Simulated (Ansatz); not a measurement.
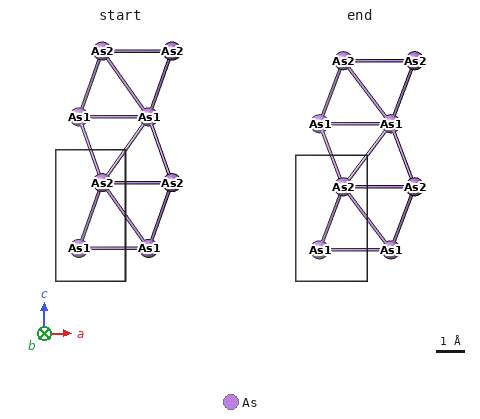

The structure of crystalline As (a generated structure, set up in P6_3/mmc) before (left) and after (right) a relaxation, at one scale.

Style: ball-and-stick. Shown: the cell of the calculation, repeated 2 × 1 × 2 with one cell outlined, along the b axis.

Phase: hcp.

Computed with Ansatz 0.2.0, DFT, PBEsol, plane waves (420 eV) with PAW, scalar-relativistic. (plane-wave cutoff 420 eV; k-point mesh 12 × 12 × 7; occupations fermi dirac; smearing width 0.1 eV; no spin polarisation; cell and atoms relaxed; force threshold 0.01 eV/Å; at most 60 steps)

> Summarise the run.

Over 6 accepted moves (9 points after the start) the energy falls by 6.9 meV per atom. All forces vanish by symmetry, so only the cell relaxes. The pressure goes from 0.51 to 0.00 GPa. The line search rejected the trial step at point 4 of the run. At 2 points the geometry stayed and the basis and grid were re-selected for the new cell (energy shift of less than 0.05 meV per atom at most each time). The atoms keep their places relative to the cell (all moves are under 0.005 Å). The volume changes by +0.4 %, with a = b 2.958 → 3.029 Å (+2.4 %), c 4.830 → 4.628 Å (−4.2 %). Near-neighbour distances that change, for instance: As1–As1 2.958 → 3.029 Å, As1–As2 2.958 → 2.900 Å. Among the angles between lasting bonds that change: As2–As1–As2 109.5° → 105.9°, As2–As1–As2 60.0° → 62.9°. The space group stays P6_3/mmc (No. 194). The program noted that a PAW file was made for another functional than the run's.
